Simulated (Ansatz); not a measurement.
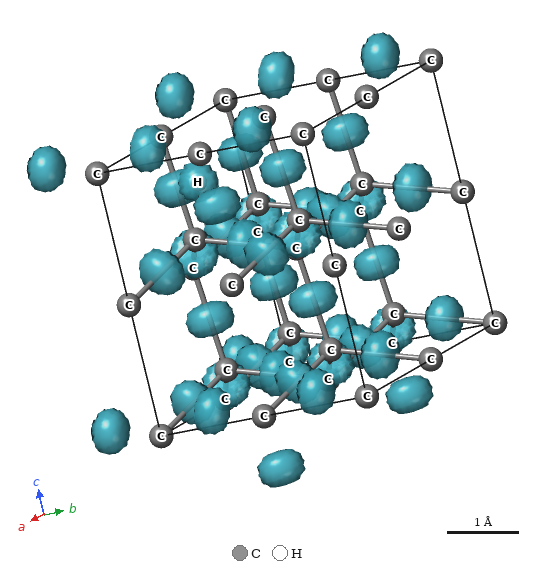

Figure. HC$_{16}$ (cell with a defect). Isosurface of the electron localisation function at 0.85 (cyan), seen slightly off an axis. Only the valence region is drawn (cores and ρ < 0.01 e/Å³ removed). Sticks mark near contacts.

The program warned that a starting moment wasn't kept; spin-polarised, but the moments vanished.

Method: Ansatz, DFT PBE, scalar-relativistic, plane waves, PAW.

Where are the electrons localised?

The surface consists of 32 regions between bonded C–C atoms and one region around a hydrogen nucleus, counted in one cell of 17 atoms. Regions shared between cells count once. Along the contacts the grid gives the following. C–C (1.53 Å): the ELF peaks at about 0.95 between the atoms. C–H (1.53 Å): the ELF climbs to about 0.95 towards the hydrogen, as it does in any bond to H.
